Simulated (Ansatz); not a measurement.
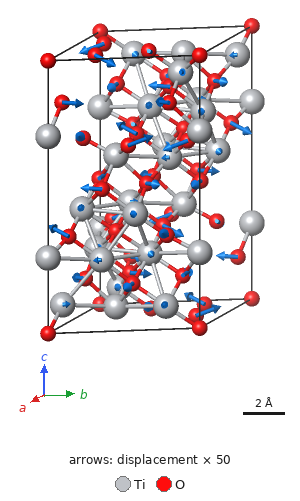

A relaxation of crystalline Ti8O13 (set up in R-3). The starting structure is drawn; blue arrows show the displacements, magnified 50 times.

The picture is a ball-and-stick view of the conventional cell (3 times the calculation's cell), seen slightly off an axis. Lengths and directions refer to the drawn axes.

Case: volume × 0.97, shape and atoms relaxed.

The calculation used DFT r2SCAN, scalar-relativistic, plane waves, PAW in Ansatz.

Input
```yaml
crystal:
  lattice:
    - [3.8241690118, 2.2078850084, 4.6088134228]
    - [-3.8241690118, 2.2078850084, 4.6088134228]
    - [0.0, -4.4157700168, 4.6088134228]
  atoms:
    - { symbol: Ti, position: [0.6857719196, 0.9418299564, 0.1234411933] }
    - { symbol: Ti, position: [0.722793465, 0.722793465, 0.722793465] }
    - { symbol: Ti, position: [0.1234411933, 0.6857719196, 0.9418299564] }
    - { symbol: Ti, position: [0.0581700436, 0.8765588067, 0.3142280804] }
    - { symbol: Ti, position: [0.9418299564, 0.1234411933, 0.6857719196] }
    - { symbol: Ti, position: [0.8765588067, 0.3142280804, 0.0581700436] }
    - { symbol: Ti, position: [0.277206535, 0.277206535, 0.277206535] }
    - { symbol: Ti, position: [0.3142280804, 0.0581700436, 0.8765588067] }
    - { symbol: O, position: [0.0, 0.0, 0.0] }
    - { symbol: O, position: [0.7434373409, 0.8275857644, 0.4199190551] }
    - { symbol: O, position: [0.3569389224, 0.9603704682, 0.2023994021] }
    - { symbol: O, position: [0.4199190551, 0.7434373409, 0.8275857644] }
    - { symbol: O, position: [0.0396295318, 0.7976005979, 0.6430610776] }
    - { symbol: O, position: [0.7976005979, 0.6430610776, 0.0396295318] }
    - { symbol: O, position: [0.8275857644, 0.4199190551, 0.7434373409] }
    - { symbol: O, position: [0.1724142356, 0.5800809449, 0.2565626591] }
    - { symbol: O, position: [0.2023994021, 0.3569389224, 0.9603704682] }
    - { symbol: O, position: [0.9603704682, 0.2023994021, 0.3569389224] }
    - { symbol: O, position: [0.5800809449, 0.2565626591, 0.1724142356] }
    - { symbol: O, position: [0.6430610776, 0.0396295318, 0.7976005979] }
    - { symbol: O, position: [0.2565626591, 0.1724142356, 0.5800809449] }
basis:
  ecutwfc: 500
kpoints:
  mp_grid: { grid: [6, 6, 6] }
hamiltonian:
  xc: r2scan
scf:
  occupations: { method: gaussian, width: 0.02 }
output:
  forces: true
  stress: true
  eigenvalues: true
relax:
  adjacent_minimum: "off"
  f_tol: 0.01
  max_steps: 30
  cell: { stress_tol: 0.1, fix: [volume] }
```

Command:
```bash
ansatz run input.yaml --threads 4 --pin off --max-ram 10240MiB --backend cpu --events-out ev --progress --plain --runs-dir out
```

Q: Atoms of which element are displaced furthest, and by how much?

A: Oxygen: up to 0.028 Å, against 0.009 Å for titanium.

Q: Describe the change and its energy.

A: After 5 accepted moves (7 points after the start) the energy has fallen by 28.8 meV per cell of the calculation. Largest force component: 0.23 eV/Å at the start, 0.0061 eV/Å at the end. Pressure: 7.11 GPa at the start and 5.79 GPa at the end. The line search rejected the trial step at point 3 of the run. At 1 point the geometry stayed and the basis and grid were re-selected for the new cell (energy shift of less than 0.05 meV per cell of the calculation at most each time). The largest moves relative to the cell, 0.028 Å, are those of O10, O12, O15, O16, O19 and O21. O12 goes roughly along [1 −3 −1]. Largest moves by element: O 0.028 Å, Ti 0.009 Å. The drawn cell changes at constant volume: a = b 7.648 → 7.647 Å (0.0 %), c 13.826 → 13.831 Å (0.0 %). Among the contacts that change: Ti1–O19 2.015 → 2.030 Å, Ti1–O20 2.069 → 2.083 Å, Ti1–Ti8 3.019 → 3.007 Å, Ti1–Ti7 2.990 → 2.982 Å. The space group stays R-3 (No. 148).
